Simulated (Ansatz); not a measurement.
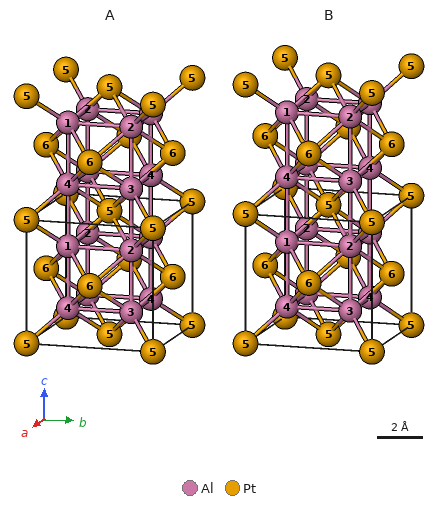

Two geometries of solid Al$_{2}$Pt (set up in Fm-3m): one is the relaxed structure, the other was perturbed away from it. The picture is a ball-and-stick view of the conventional cell (2 times the calculation's cell), repeated 1 × 1 × 2 with one cell outlined, seen slightly off an axis. Lengths and directions refer to the drawn axes.

The calculation used DFT PBEsol, scalar-relativistic, plane waves, PAW (Ansatz). (plane-wave cutoff 420 eV; k-point mesh 8 × 8 × 6; occupations gaussian; smearing width 0.1 eV; no spin polarisation)

Question: Which is the distorted one, and what does the distortion cost?

Answer: Structure A is the perturbed one. Strain along c alone, −4.5 %, is applied. Symmetry leaves the atoms no freedom, so this is a single point. Energy change: +20.3 meV per atom. Pressure: 0.0 GPa before, 7.0 GPa after. The principal stresses (compression positive) are 9.3 GPa along c and 5.9 GPa across it. All forces vanish by symmetry. Both are metals. Near-neighbour distances before and after: Al–Al 2.948 → 2.816 to 2.948 Å, Al–Pt 2.553 → 2.516 Å. The space group (tolerance 0.01 Å) goes from Fm-3m (No. 225) to I4/mmm (No. 139).
